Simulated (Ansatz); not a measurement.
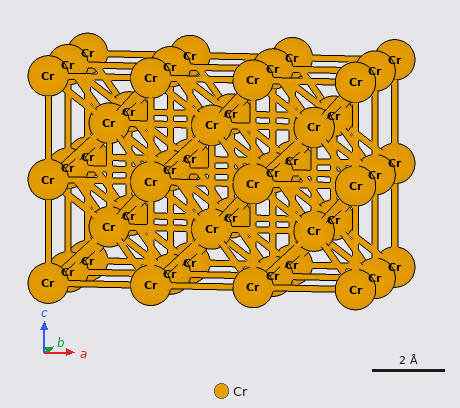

This is a symmetric starting cell of Cr (made from another compound by putting Cr in place of W). The picture is a ball-and-stick view of the conventional cell (2 times the calculation's cell), repeated 3 × 2 × 2 with one cell outlined, seen slightly off an axis. Lengths and directions refer to the drawn axes.

The calculation used DFT PBE, scalar-relativistic, plane waves, PAW in Ansatz. Settings: plane-wave cutoff 420 eV; k-point mesh 20 × 20 × 20; occupations gaussian; smearing width 0.1 eV; no spin polarisation.

Change: All lengths are scaled by +4.9 % (volume +15.4 %), the atoms keeping their fractional coordinates. No relaxation follows. The starting cell wasn't computed here and needn't be at equilibrium, so pressure and forces aren't due to the change alone.

### What does the calculation give for the changed structure?

The pressure is −35.4 GPa (not all of it need come from the change, since the unchanged cell can be under pressure at this level too). All forces vanish by symmetry. Among the bonded contacts that change: Cr–Cr 2.922 → 3.066 Å, Cr–Cr 2.531 → 2.655 Å. The space group stays Im-3m (No. 229).

The changed structure in the same view:

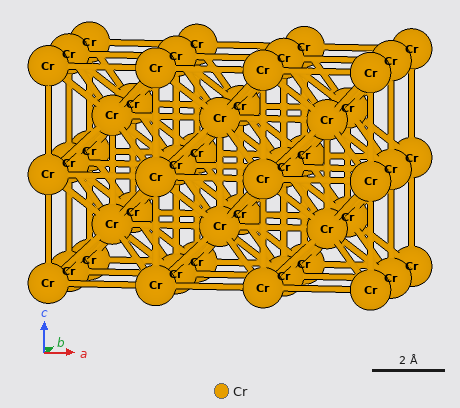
